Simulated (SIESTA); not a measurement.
# Energy of TiSe along an even scaling of the cell

System: TiSe (P6₃/mmc, 4 atoms in the cell).
Method: Kohn-Sham DFT of a periodic cell, PBEsol, PseudoDojo 0.4 standard, converted to PSML, no spin polarisation (SIESTA 5.4.2).

The 7 runs differ only in the geometry, by an even scaling of the cell at fixed fractional positions. The structure derives from an entry of the Crystallography Open Database.

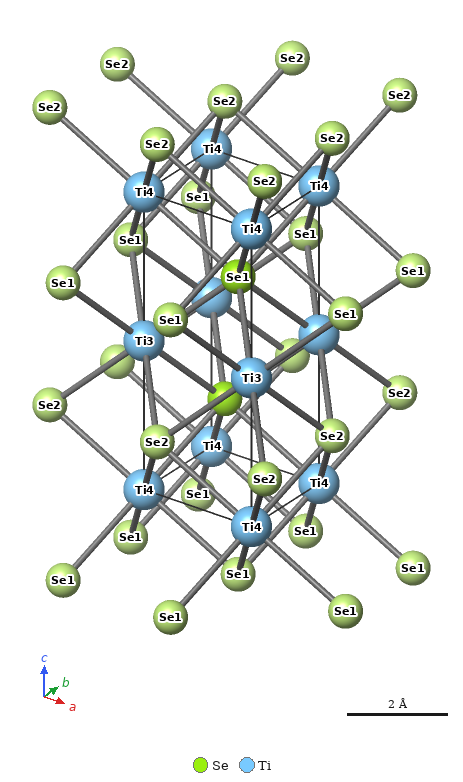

Figure 1. The structure of run 4 (ball-and-stick view of the cell of the calculation, seen slightly off an axis; neighbours outside the cell are drawn fainter; atoms are numbered from 1 in the order of the input). An atom can appear more than once, as a periodic image.

**Input of run 4**
```
SystemName                      TiSe
SystemLabel                     TiSe
NumberOfSpecies                 2
NumberOfAtoms                   4
%block ChemicalSpeciesLabel
  1  34 Se
  2  22 Ti
%endblock ChemicalSpeciesLabel

LatticeConstant                 1.0 Ang
%block LatticeVectors
     3.5590000000     0.0000000000     0.0000000000
    -1.7795000000     3.0821844121     0.0000000000
     0.0000000000     0.0000000000     6.2200000000
%endblock LatticeVectors
AtomicCoordinatesFormat         Fractional
%block AtomicCoordinatesAndAtomicSpecies
     0.6666666667     0.3333333333     0.7500000000  1  Se
     0.3333333333     0.6666666667     0.2500000000  1  Se
     0.0000000000     0.0000000000     0.5000000000  2  Ti
     0.0000000000     0.0000000000     0.0000000000  2  Ti
%endblock AtomicCoordinatesAndAtomicSpecies

%block kgrid.MonkhorstPack
    9   0   0  0.0
    0   9   0  0.0
    0   0   5  0.0
%endblock kgrid.MonkhorstPack
XC.Functional                   GGA
XC.Authors                      PBEsol
PAO.BasisSize                   DZP
PAO.EnergyShift                 0.003 Ry
Mesh.Cutoff                     800 Ry
OccupationFunction              FD
ElectronicTemperature           0.05 eV
MaxSCFIterations                120
SCF.MustConverge                false
SCF.Mixer.Method                Pulay
SCF.Mixer.Weight                0.25
SCF.Mixer.History               8
SCF.DM.Tolerance                5.0e-05
SCF.H.Tolerance                 1.0e-03 eV
WriteForces                     true
Charge.Mulliken                 end
%block PAO.Basis
  Se 4
  n=4 0 2
    5.129 0.000
  n=4 1 2
    6.708 0.000
  n=3 2 2
    2.662 0.000
  n=4 2 1
    6.708
  Ti 5
  n=3 0 2
    3.151 0.000
  n=4 0 2
    8.703 0.000
  n=3 1 2
    3.568 0.000
  n=4 1 1
    8.703
  n=3 2 2
    6.267 0.000
%endblock PAO.Basis
```

Command:
```bash
siesta TiSe.fdf > TiSe.out 2>&1
```

Run 6 differs from it as follows:
```diff
-     3.5590000000     0.0000000000     0.0000000000
-    -1.7795000000     3.0821844121     0.0000000000
-     0.0000000000     0.0000000000     6.2200000000
+     3.6058343182     0.0000000000     0.0000000000
+    -1.8029171591     3.1227441214     0.0000000000
+     0.0000000000     0.0000000000     6.3018514918
```

**Results, with one run withheld**

```csv
run,volume per atom (Å³),"free energy per atom, from the lowest run given (meV)",pressure (GPa)
1,16.034,44.57,11.69
2,16.375,23.53,8.15
3,16.716,9.64,5.01
4,17.058,2.01,2.20
5,17.399,0.00,−0.25
6,17.740,?,?
7,18.081,10.71,−4.59
```

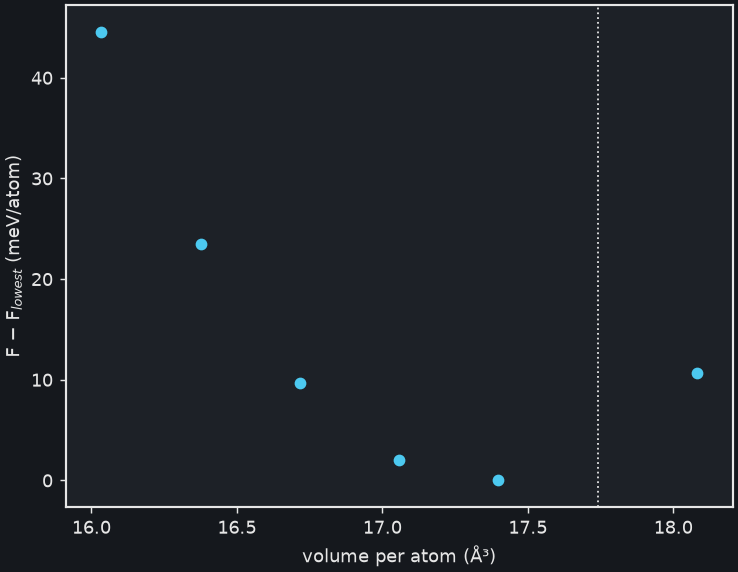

Figure 2. Free energy per atom of the runs given; the dotted line marks run 6.

Estimate the energy of run 6 from the others.

A cubic polynomial in V^(−2/3) (the Birch–Murnaghan form), fitted to the 6 runs given, misses them by at most 0.03 meV per atom. With x = V^(−2/3) − 0.15172 Å⁻², it reads F = 4.3208 + 3428.5 x + 6.8114e+05 x² + 1.5131e+06 x³ (meV per atom). At run 6 it gives 3.11 meV per atom, and the run itself gives 3.06. The slope of the fit gives a pressure −dF/dV of −2.55 GPa there, and the run prints −2.57 GPa. The fit has its minimum at 17.355 Å³ per atom, where V d²F/dV² gives 122 GPa. Cell shape and fractional positions are held, so this is the stiffness under even scaling; the relaxed bulk modulus wasn't computed.

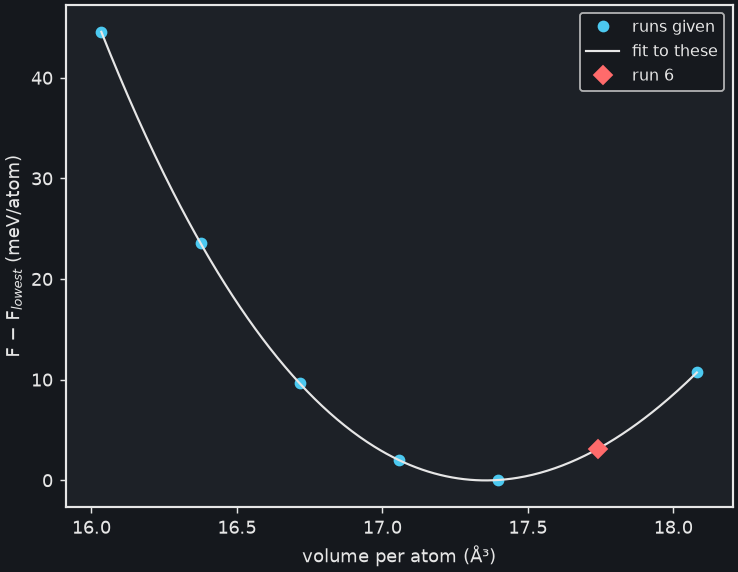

Figure 3. The fit and the withheld run.

**Some lines of the output (run 6)**
```
[...]
outcell: Cell volume (Ang**3)        :     70.9595
stepf: Fermi-Dirac step function
siesta: Etot    =     -9820.735703
siesta: FreeEng =     -9820.769160
        iscf     Eharris(eV)        E_KS(eV)     FreeEng(eV)     dDmax    Ef(eV) dHmax(eV)
siesta: E_KS(eV) =            -9821.2247
siesta: E_KS - E_eggbox =     -9821.2247
siesta: Etot    =     -9821.224736
siesta: FreeEng =     -9821.262486
siesta:         Fermi =      -4.780646
siesta: Cell volume =         70.959465 Ang**3
    Orbital volume contribution        =           4.378389 eV
```

Notes: Points of doubt noted for this run: mulliken charges of long orbitals. With a small basis of atomic orbitals these values can differ much from converged plane-wave results.
